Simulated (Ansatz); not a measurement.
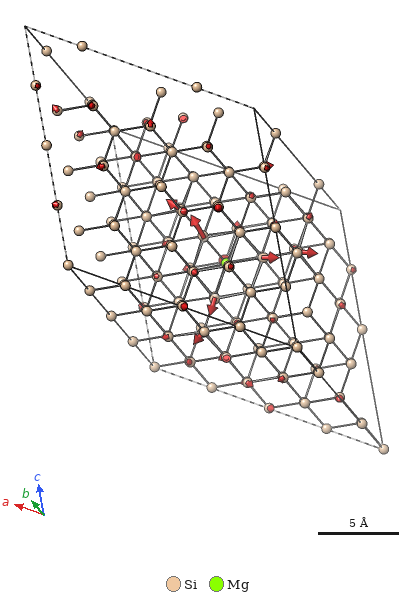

A relaxation of a defect cell of composition Si128Mg (cell charge +3). The starting structure is drawn faded, the final one solid; red arrows show the displacements, magnified 10 times.

The picture is a ball-and-stick view of the cell of the calculation (origin shifted), seen from a free direction.

All numbers below come from Ansatz, DFT, PBEsol, PAW, plane waves. Set-up: plane-wave cutoff 420 eV; k-point mesh 1 × 1 × 1; mesh shifted by (0.25, 0.25, 0.25); collinear spin; atoms relaxed in a fixed cell; force threshold 0.03 eV/Å; at most 80 steps.

**Atoms of which element are displaced furthest, and by how much?**

Silicon: up to 0.18 Å, against 0.01 Å for magnesium.

**What did the optimiser do to the structure, and how much energy did it gain?**

The largest move is that of a Si atom, 0.18 Å along [1 1 2]. By element the largest moves are Si 0.18 Å, Mg 0.01 Å. The cell doesn't change. Near-neighbour distances that change, for instance: Mg–Si 2.316 → 2.504 Å, Mg–Si 2.384 → 2.498 Å, Si–Si 2.328 → 2.435 Å, Si–Si 2.434 → 2.348 Å. Bond angles that change, for instance: Si–Si–Si 111.2° → 105.9°, Si–Si–Si 111.9° → 106.7°, Si–Si–Si 109.1° → 114.2°. Over 3 geometry steps the energy falls by 1.692 eV per cell of the calculation. Largest force component: 1.8 eV/Å at the start, 0.0064 eV/Å at the end. The program noted that the starting moments weren't kept.

Limits of the set-up: the cell is charged, on a uniform background, and energies carry no finite-size correction.
